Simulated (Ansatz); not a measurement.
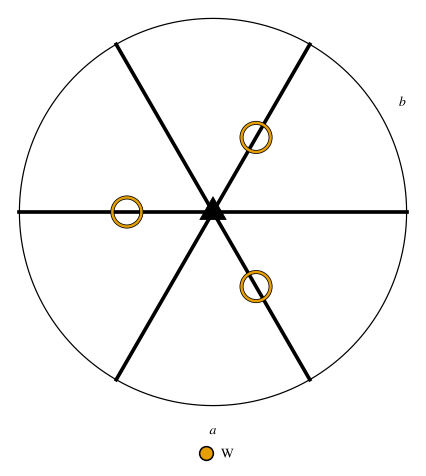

Crystal: WSe₂, the end point of a relaxation with Ansatz 0.2.0, DFT, PBE, PAW with Ansatz's default frozen-core files, scalar-relativistic; the starting structure was generated, so it need not be a known form of this composition. Directions from one selenium atom at (1/3, 2/3, 0.229) to its bonded neighbours, in stereographic projection down c (filled: above the plane of the page or in it, open: below). Symmetry computed with spglib at a tolerance of 0.002 Å; standard conventional cell.

Neighbours are counted up to 3.28 Å for W. The symmetry elements of the site are drawn in: heavy lines are mirror planes (a heavy rim: a mirror in the plane of the page); lens, triangle, square and hexagon are 2-, 3-, 4- and 6-fold axes, a lens in an open square is −4, a triangle in an open hexagon −6; thin dashed diameters join the ends of axes that lie in the page; a small open circle marks inversion.

```cif
data_structure
_symmetry_space_group_name_H-M 'P 1'
_symmetry_Int_Tables_number 1
_cell_length_a 3.2999
_cell_length_b 3.2999
_cell_length_c 7.4880
_cell_angle_alpha 90.000
_cell_angle_beta 90.000
_cell_angle_gamma 120.000
_cell_volume 70.62
loop_
_atom_site_label
_atom_site_type_symbol
_atom_site_fract_x
_atom_site_fract_y
_atom_site_fract_z
_atom_site_occupancy
W1 W 0.00000 0.00000 0.00000 1
Se1 Se 0.33333 0.66667 0.22942 1
Se2 Se 0.66667 0.33333 0.77058 1
```

**How many neighbours are there, and at what angles?**

3: 3 W at 2.57 Å. Angles between bonds: 80° (3×).

**What is the site's symmetry in the crystal?**

Point group 3m (C3v), order 6: one threefold axis, three mirror planes. In P-3m1, No. 164 this is Wyckoff position 2d.
